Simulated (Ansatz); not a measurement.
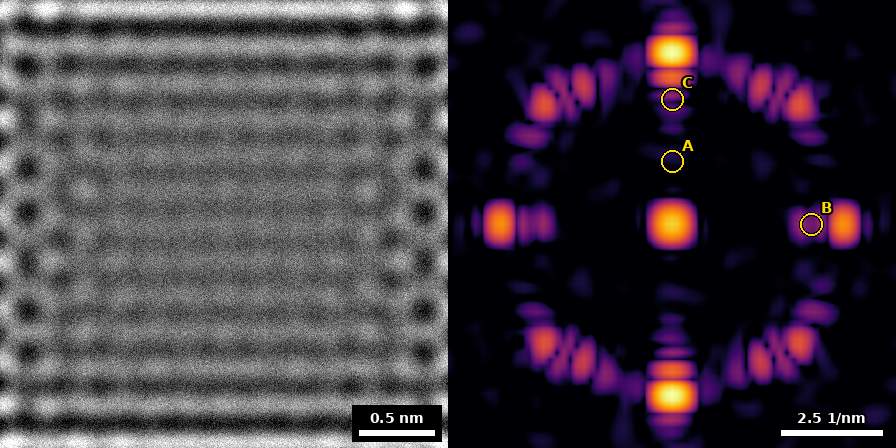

HRTEM-like image of a crystal. Simulated in the weak-phase-object approximation with neutral-atom potentials: 200 kV, Cs = 1.20 mm, defocus −658 Å (negative is underfocus), defocus spread 40 Å, aperture 0.41 1/Å. Shot noise was added.

The right panel is the modulus of the image's Fourier transform on a logarithmic scale.

Question: Which lattice spacings do the marked spots stand for, and what angle do A and B enclose?

Answer: A: 6.4 Å, B: 2.9 Å, C: 3.2 Å; A and B enclose about 90°.

The crystal is Hg (Fd-3m, No. 227) along [210]; the spots are (0 0 -1), (1 -2 0) and (0 0 -2). Model: coordinates from a relaxation with Ansatz, DFT, LDA (PW92), plane waves (420 eV) with PAW, scalar-relativistic; the starting structure was generated, so it need not be a known form of this composition.
